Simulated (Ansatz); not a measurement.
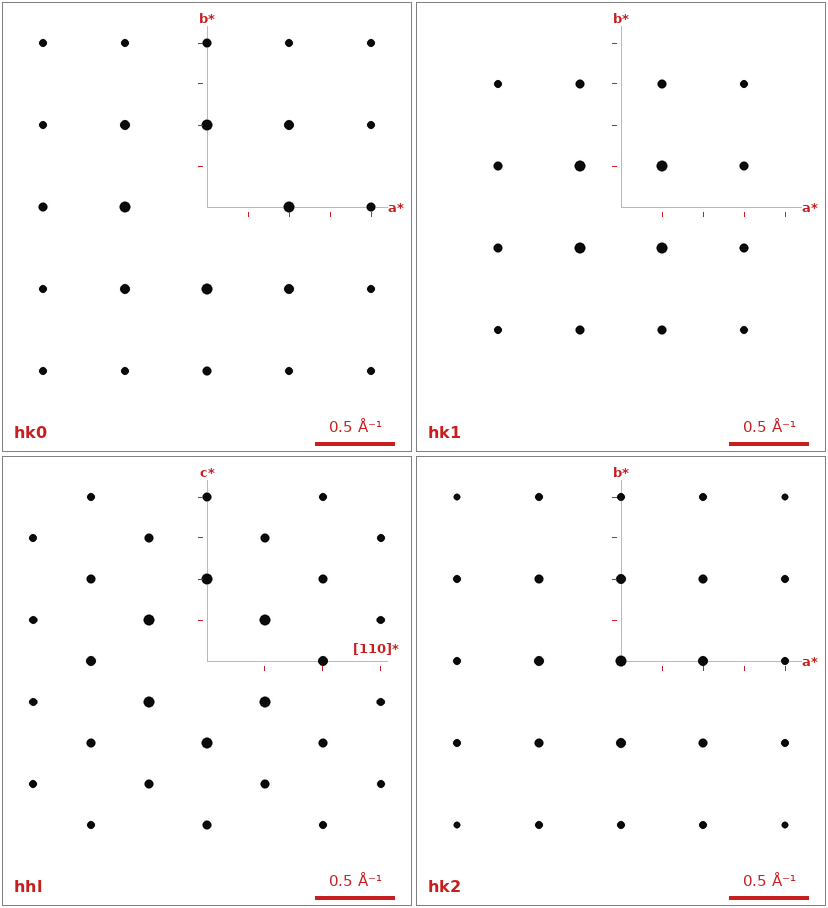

Simulated precession-type sections (X-rays; kinematic intensities, B = 0.5 Å²). The ticks mark integer indices of the conventional cell.

Q: Read the reciprocal cell and give the direct cell.

A: a* = 0.262, b* = 0.262, c* = 0.262 Å⁻¹; the cell is cubic with a = 3.81 Å.

Q: List the systematic absences.

A: Reflections are present only under these conditions. hkl: h + k = 2n, h + l = 2n; hk0: h = 2n, k = 2n; hhl: h + l = 2n; h00: h = 2n. The lattice is face-centred (F).

Q: Which space groups fit?

A: The intensities have Laue symmetry m-3m (the hk0 layer shows 4mm, hk1 shows 4mm). With these conditions the candidates are F432 (No. 209), F-43m (No. 216), Fm-3m (No. 225). Diffraction geometry alone does not choose among them; the structure has Fm-3m. The compound is Ru. Structure: the input geometry of an electronic-structure calculation (not necessarily at equilibrium); the starting structure was generated, so it need not be a known form of this composition.
